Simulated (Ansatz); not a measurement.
```xyz
2
Lattice="2.8285 0.0000 0.0000 -1.4142 2.4495 0.0000 0.0000 0.0000 2.7217" Properties=species:S:1:pos:R:3 pbc="T T T"
Co    0.0000    0.0000    1.3609
O     1.4142    0.8165    0.0000
```

Space group P-6m2; a generated structure, not necessarily the stable one; spin-polarised.

Method: Ansatz, Kohn-Sham DFT of a periodic cell, PBE, Ansatz PAW.

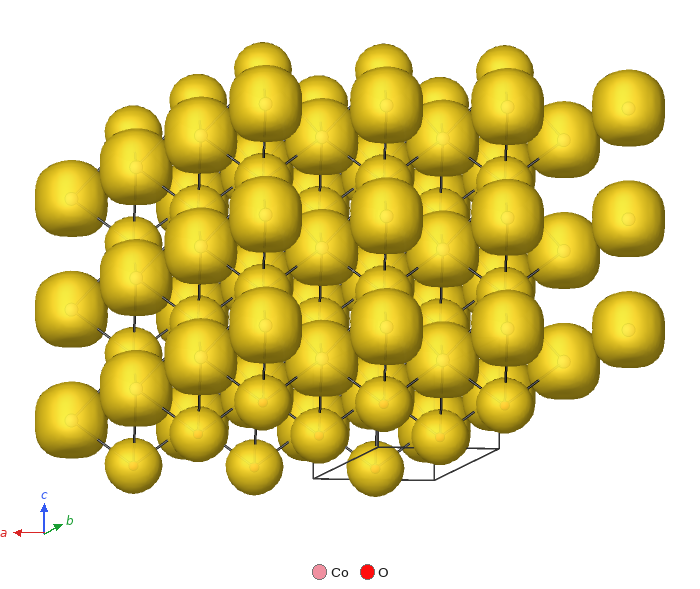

CoO. Isosurfaces of the spin density (up minus down) at +0.1 (yellow) and −0.1 e/Å³ (cyan), seen at an oblique angle. Sticks mark near contacts.

The density is the valence pseudo-density of a PAW calculation; it isn't the true density close to the nuclei.

Where is the spin, and how is it ordered?

Answer. The spin density sits on Co: +2.5 μB in one cell of 2 atoms, with smaller moments on other sites: O (up to +0.42 μB): parallel moments (a ferromagnetic arrangement) in this solution. The cell of the calculation (2 atoms) carries 3.0 μB of net spin moment. Only one sign reaches the isovalue.
